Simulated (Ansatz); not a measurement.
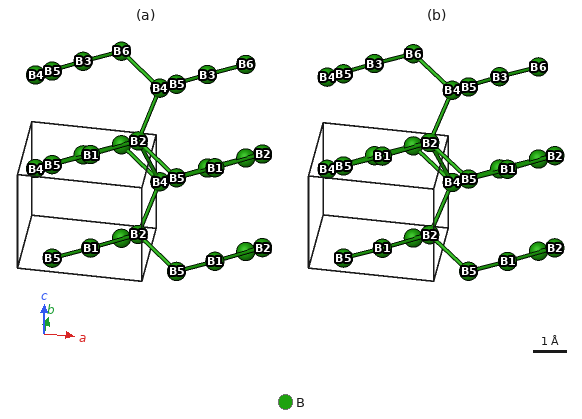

The structure of solid B (a generated structure, set up in Cmme) before (left) and after (right) a relaxation, at one scale.

Style: ball-and-stick. Shown: the cell of the calculation, repeated 2 × 1 × 2 with one cell outlined, from a free direction.

Computed with Ansatz, DFT PBE, scalar-relativistic, plane waves, PAW. (plane-wave cutoff 420 eV; k-point mesh 10 × 10 × 12; occupations gaussian; smearing width 0.1 eV; no spin polarisation; cell and atoms relaxed; force threshold 0.01 eV/Å; at most 80 steps)

Describe what moved and what it gained.

After 5 accepted moves (7 points after the start) the energy has fallen by 11.5 meV per cell of the calculation. Largest force component: 0.1 eV/Å at the start, 0.00051 eV/Å at the end. The pressure goes from −0.26 to 0.00 GPa. The SCF was repeated twice at an unchanged geometry on a basis and grid sized afresh for the cell, which shifted the energy by 0.1 meV per cell of the calculation at most. The largest moves relative to the cell, 0.013 Å, are those of B1, B2, B3 and B4. B4 goes along [1 1 0]. The volume changes by −0.3 %, with a = b 3.912 → 3.934 Å (+0.6 %), c 3.134 → 3.088 Å (−1.5 %), γ 98.0° → 97.7°. Some distances before and after: B1–B2 1.764 → 1.752 Å, B1–B3 1.753 → 1.747 Å, B1–B3 (another image) 1.769 → 1.765 Å. Among the angles between lasting bonds that change: B4–B2–B4 125.7° → 123.1°. The space group stays Cmme (No. 67).
